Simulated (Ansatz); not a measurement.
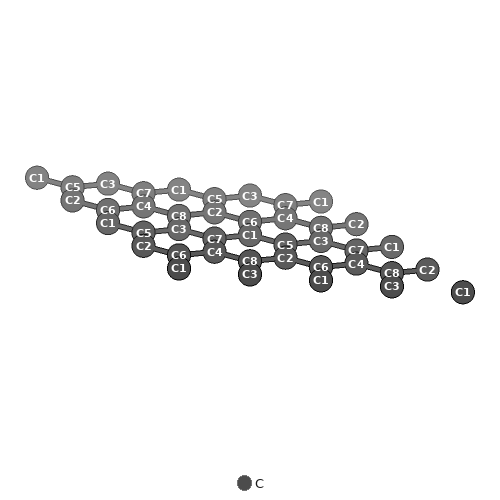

The system is C on a two-dimensional sheet of C of the honeycomb type (8 atoms of substrate and one adsorbate in a 2 × 2 cell); the picture shows it without the atoms that are moved over the map. C is moved over the surface cell; relaxed at each place: the height of the adsorbate's atoms; substrate rigid; the origin of the map has the adsorbate above C1. Places are given modulo a cell vector. The map is drawn in real space over the plane of the surface. Grid: 6 × 6 points; 7 points were computed and 29 follow by symmetry. Places are given in fractions of the 1 × 1 surface cell. Energies are in eV, from the lowest grid point. The calculation used DFT PBE+D3(BJ), scalar-relativistic, plane waves, PAW (Ansatz 0.2.0). Settings: cutoff 420 eV, k-mesh 6×6×1, gaussian smearing 0.1 eV, spin-polarised.

Range: position of C9 along the first surface vector from 0.000 to 0.833; position of C9 along the second surface vector from 0.000 to 0.833.

> What will the energy surface look like?

The lowest grid point is at a bridge site between two C atoms, (1/6, 2/6) of the cell vectors; the map holds 3 wells of about this depth. No other kind of well shows on this grid. The highest grid point, a sixfold hollow, (4/6, 2/6) of the cell vectors, lies 0.85 eV above the lowest. On the interpolated surface the easiest way out of the lowest well to a well of about the same depth near a bridge site between two C atoms, (4/6, 5/6) of the cell vectors passes a barrier of about 0.26 eV. At the lowest point the adsorbate has 2 C at 1.61 Å as nearest neighbours, at the highest 6 C at 2.17 Å. Its relaxed height above the top atom is 1.44 Å at the lowest and 1.64 Å at the highest point.

```csv
"second ↓, first →",0/6,1/6,2/6,3/6,4/6,5/6
5/6,0.20,0.00,0.20,0.20,0.00,0.20
4/6,0.20,0.20,0.37,0.20,0.20,0.36
3/6,0.36,0.20,0.20,0.36,0.64,0.64
2/6,0.20,0.00,0.20,0.64,0.85,0.64
1/6,0.20,0.20,0.36,0.64,0.64,0.36
0/6,0.37,0.20,0.20,0.36,0.20,0.20
```

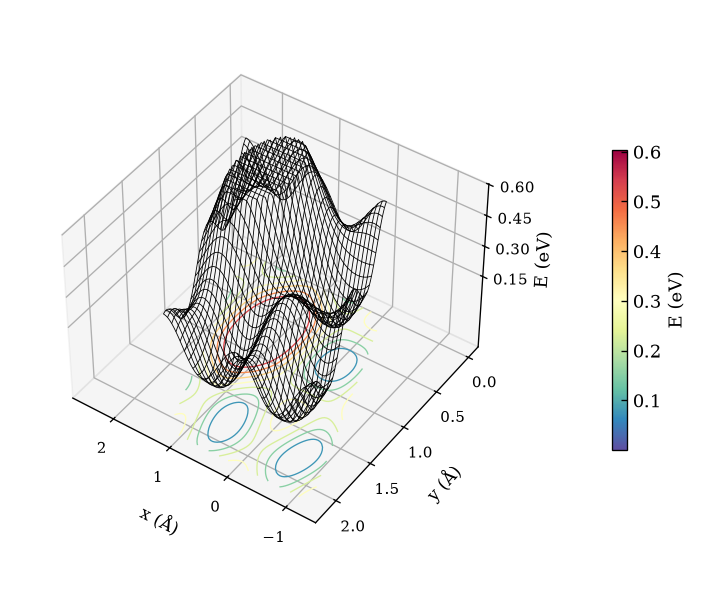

In the figure: a relief with its contours projected below, any walls above the top of the colour scale cut off. Between grid points the surface is interpolated.

The whole map (7 points run) took 20 min on 1 thread of Arm Neoverse V1, with other jobs on the host.

PAW datasets: the set soft_1.
